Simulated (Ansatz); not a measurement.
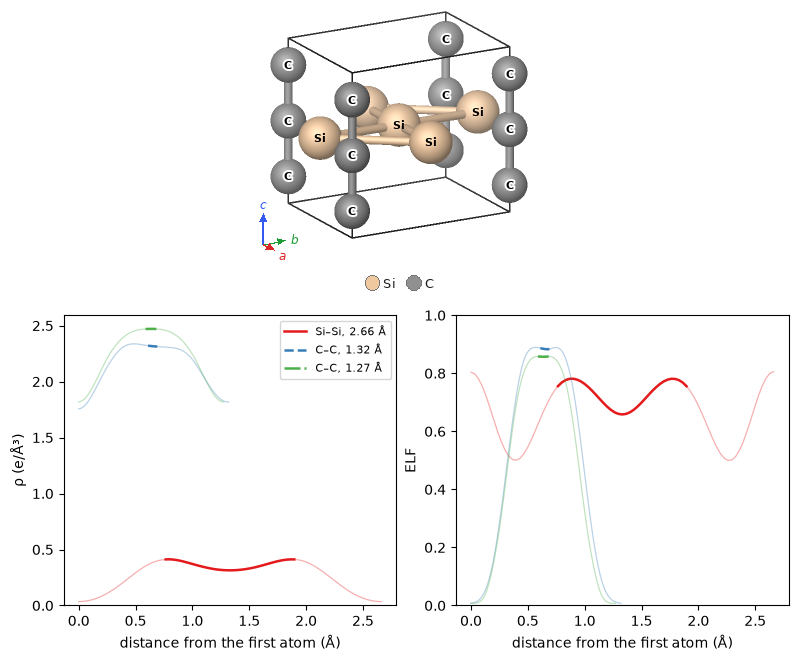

SiC. Valence pseudo-density and electron localisation function along straight lines between neighbouring atoms. Thin, pale parts lie inside the atomic spheres. The structure is drawn too.

Space group P6/mmm; a structure generated by program, which may or may not match a known phase.

These are results of DFT PBE, scalar-relativistic, plane waves, PAW in Ansatz, not measurements.

Core electrons are frozen (PAW), and the valence fields are smoothed inside the atomic spheres.

### Compare the contacts.

Si–Si (2.66 Å): the density is about 0.31 e/Å³ at the midpoint; the ELF peaks at about 0.80 between the atoms.
C–C (1.32 Å): ρ is about 2.3 e/Å³ halfway; the ELF peaks at about 0.90 between the atoms.
C–C (1.27 Å): ρ is about 2.5 e/Å³ halfway; the ELF peaks at about 0.85 between the atoms.
